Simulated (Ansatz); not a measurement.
System: HfO2.

```xyz
6
Lattice="2.5575 0.0000 2.5575 -2.5575 0.0000 2.5575 0.0000 -4.7314 0.0000" Properties=species:S:1:pos:R:3 pbc="T T T"
Hf    0.0000    0.0000    0.0000
Hf    0.0000   -2.3657    2.5575
O     1.2788   -3.5485    1.2788
O    -1.2788   -1.1828    1.2788
O    -1.2788   -3.5485    1.2788
O     1.2788   -1.1828    1.2788
```

Space group I4/mmm; changed on purpose from its base cell (strain -0.0750 x Voigt [0, 1, 0, 0, 0, 0], atoms carried along); computed pressure about 19 GPa in this cell.

Theory: DFT PBE, scalar-relativistic, plane waves, PAW in Ansatz 0.2.0.

What will maps of the valence pseudo-density and electron localisation function show?

Hf–O (2.16 Å): ρ is about 0.63 e/Å³ halfway; the ELF peaks at about 0.85 in the valence shell of O, 0.6 Å from its nucleus, and drops to about 0.15 between the two atoms; no shared electron pair shows on this line.

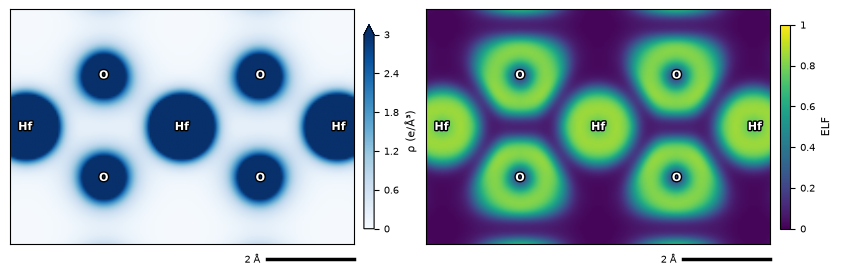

Computed valence pseudo-density and electron localisation function on the (100) plane of the conventional cell, in this order. 

Core electrons are frozen (PAW), and the valence fields are smoothed inside the atomic spheres.
